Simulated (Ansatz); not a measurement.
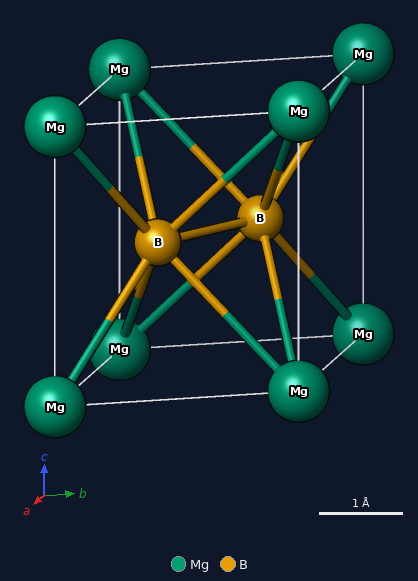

Normal modes of solid MgB$_{2}$, space group P6/mmm (No. 191), at the zone centre. Style: ball-and-stick. Shown: the cell of the calculation, slightly off an axis.

Theory: Ansatz, DFT PBEsol, scalar-relativistic, plane waves, PAW.

Input file:
```yaml
crystal:
  lattice:
    - [3.0642156485, 0.0, 0.0]
    - [-1.5321078243, 2.6536885942, 0.0]
    - [0.0, 0.0, 3.4984914154]
  atoms:
    - { symbol: Mg, position: [0.0, 0.0, 0.0] }
    - { symbol: B, position: [0.3333333333, 0.6666666667, 0.5] }
    - { symbol: B, position: [0.6666666667, 0.3333333333, 0.5] }
basis:
  ecutwfc: 420
kpoints:
  mp_grid: { grid: [15, 15, 12] }
hamiltonian:
  xc: pbesol
scf:
  occupations: { method: fermi_dirac, width: 0.15 }
output:
  eigenvalues: true
phonons:
  method: dfpt
  eigenvectors: true
```

Run as
```bash
ansatz run input.yaml --threads 1 --pin off --max-ram 4096MiB --backend cpu --events-out ev --progress --plain --runs-dir out
```

The frequencies depend somewhat on the k-mesh and the smearing.

### Which optical modes does it have, at what frequencies, and is it stable there?

The calculation's cell holds 3 atoms, so there are 6 optical modes, in 4 levels. The optical modes span E₁u + A₂u + E₂g + B₁g. No level is unstable.

```tsv
level	symmetry	frequency (cm⁻¹)	activity
1	E₁u	340	infrared-active
2	A₂u	408	infrared-active
3	E₂g	607	Raman-active
4	B₁g	691	silent
```

The crystal is a metal, so free carriers screen the infrared response.

The modes drawn as arrows (one member of each degenerate set):

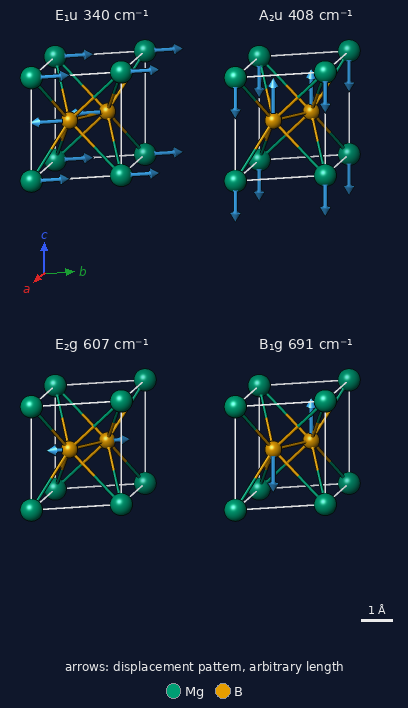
